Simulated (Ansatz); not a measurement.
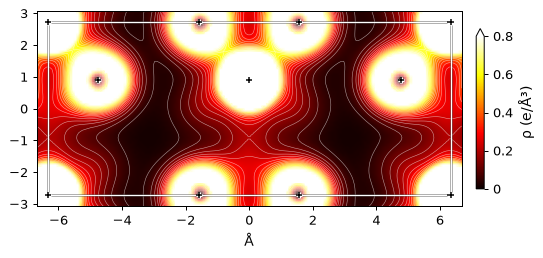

The valence charge density (pseudo) on a plane through atoms (crosses mark nuclei in the plane).

Level of theory: DFT PBEsol, scalar-relativistic, plane waves, PAW (Ansatz 0.2.0).

Candidates:
A. Rh, a = 2.68 Å, b = 2.68 Å, c = 17.45 Å, α = 90.00°, β = 90.00°, γ = 120.00°. Space group P6₃/mmc; a structure from a database of computed crystals, not necessarily the ambient phase; computed without spin polarisation.
B. WS$_{2}$, a = 3.15 Å, b = 3.15 Å, c = 12.67 Å, α = 90.00°, β = 90.00°, γ = 120.00°. Space group P6₃/mmc.

Which system is this?

Answer. Candidate B: WS$_{2}$ on the (110) plane of the conventional cell, which holds W and S. W–S (2.40 Å): ρ is about 0.64 e/Å³ halfway.
